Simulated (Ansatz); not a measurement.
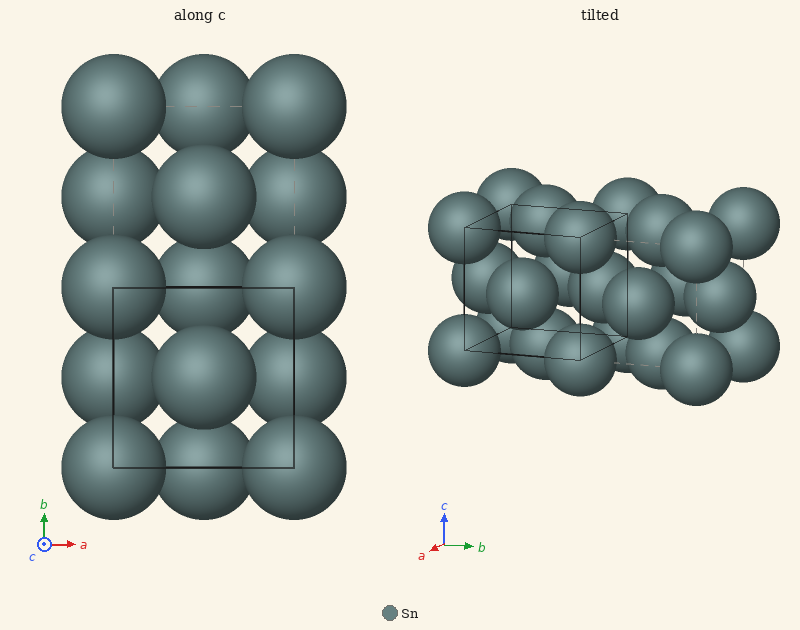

We look at a space-filling model of the crystal along the c axis and slightly off an axis. A 1×2×1 array of cells is drawn; the conventional unit cell has the solid edges.

Sn, space group Fm-3m (No. 225), a = 4.78 Å, b = 4.78 Å, c = 4.78 Å, α = 90.00°, β = 90.00°, γ = 90.00°.

Method used: DFT HSE06, scalar-relativistic, plane waves, PAW in Ansatz 0.2.0. It ran with a kinetic-energy cutoff of 600 eV, k-points about 0.28 Å⁻¹ apart, Gaussian smearing of 0.05 eV, no spin polarisation.

### What is the band gap, if any?

A metal: bands cross the Fermi level.

### Give the pressure and its sign.

The computed pressure is 0.0 GPa, close to zero.

The structure comes from a structure type filled with this element by a generator (whether the element takes this form wasn't checked). Earlier steps of the study may have refined or changed the cell and positions. An electronic-structure calculation with Ansatz was run on it.
